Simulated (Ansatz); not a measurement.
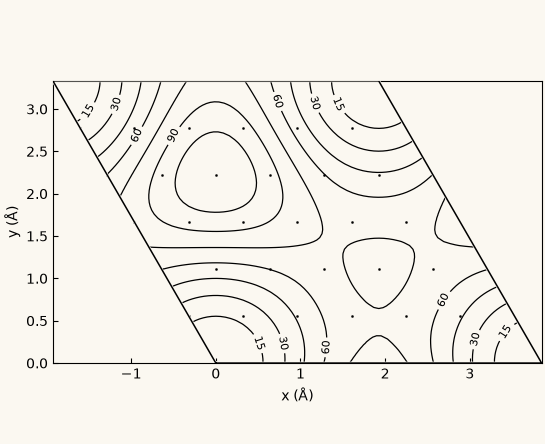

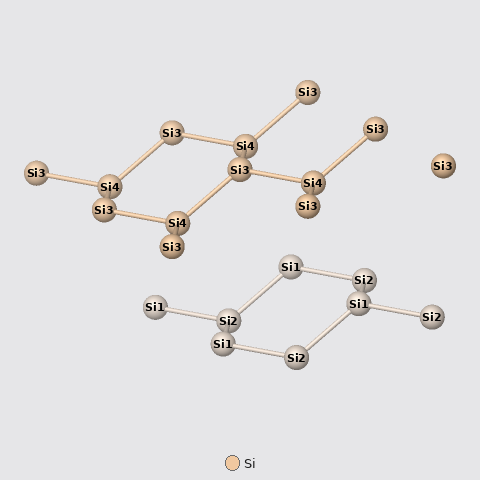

Energy landscape of a bilayer of two Si sheets of the honeycomb type (4 atoms in the cell). The upper layer of a bilayer is slid over the lower one; relaxed at each slide: nothing; the origin of the map has Si4 above Si1; the distance between the facing planes is held at 3.85 Å. Places are given modulo a cell vector. The map is drawn in real space over the plane of the slide. The grid has 6 × 6 points; 10 points were computed and 26 follow by symmetry. Energies: mJ/m², counted from the lowest grid point. At a held distance the lowest stacking need not be the one that binds best once the distance relaxes. The calculation used Ansatz 0.2.0, DFT PBE+D3(BJ), scalar-relativistic, plane waves, PAW. Settings: cutoff 420 eV, k-mesh 9×9×1, gaussian smearing 0.1 eV, no spin polarisation.

In the figure: contour lines labelled in mJ/m², dots at the grid points, the outline of one cell of the plane. Between grid points the surface is interpolated. The second picture is the structure at the lowest point; the lower layer is drawn fainter.

Summarise what can be read from the map.

The lowest grid point is at (0/6, 0/6) of the cell vectors. The highest grid point, (2/6, 4/6) of the cell vectors, lies 118 mJ/m² above the lowest. On the interpolated surface the easiest way out of the lowest well to its copy in the next cell or period passes a barrier of about 74 mJ/m². Facing atoms of the upper layer at the lowest point: Si above Si; at the highest: Si above Si of a deeper plane.

Each point was launched as `ansatz run input.yaml --threads 1 --pin off --max-ram 3072MiB --backend cpu --events-out ev --progress --plain --runs-dir out`. Time for the 10 points that were run: 88 s on 1 thread of Intel(R) Xeon(R) Platinum 8259CL CPU @ 2.50GHz (Skylake/Cascade Lake), on a shared host.

PAW datasets: the set soft_1.
